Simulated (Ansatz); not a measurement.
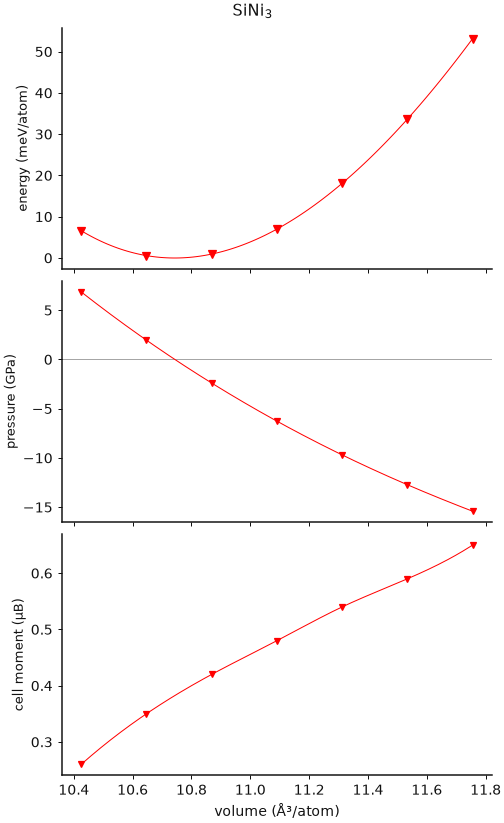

The figure shows the energy, pressure and cell moment against volume for SiNi₃, space group R-3m (No. 166).

Cell as given: a = 7.806 Å, b = 7.806 Å, c = 7.806 Å, α = 19.07°, β = 19.07°, γ = 19.07°; 4 atoms.

How it was computed, with Ansatz 0.2.0: all-electron LAPW DFT, collinear spins; energies at scaled volumes of the given cell, shape and fractions fixed, counted from the fit's minimum, third-order Birch-Murnaghan fit. Level: PBEsol, collinear spin.

k mesh 12×12×12; occupations Fermi–Dirac; smearing width 0.05 eV; potentials all electron LAPW, scalar relativistic; program settings basis error eV/atom 0.001.

What equilibrium volume and bulk modulus follow from the curve?

A third-order Birch–Murnaghan fit gives V0 = 10.74 Å³/atom, B0 = 213 GPa and B′ = 4.8.

What does the pressure do across the range?

It falls from 6.87 GPa at volume 10.42 Å³/atom to −15.41 GPa at 11.76 Å³/atom, and changes sign near 10.75 Å³/atom.

How does the cell moment vary with volume?

It rises from 0.26 μB at volume 10.42 Å³/atom to 0.65 μB at 11.76 Å³/atom.

Note: the program warns: seeded moment not kept; shape and atomic fractions are frozen while scaling, which makes layered, chain and framework solids too stiff.
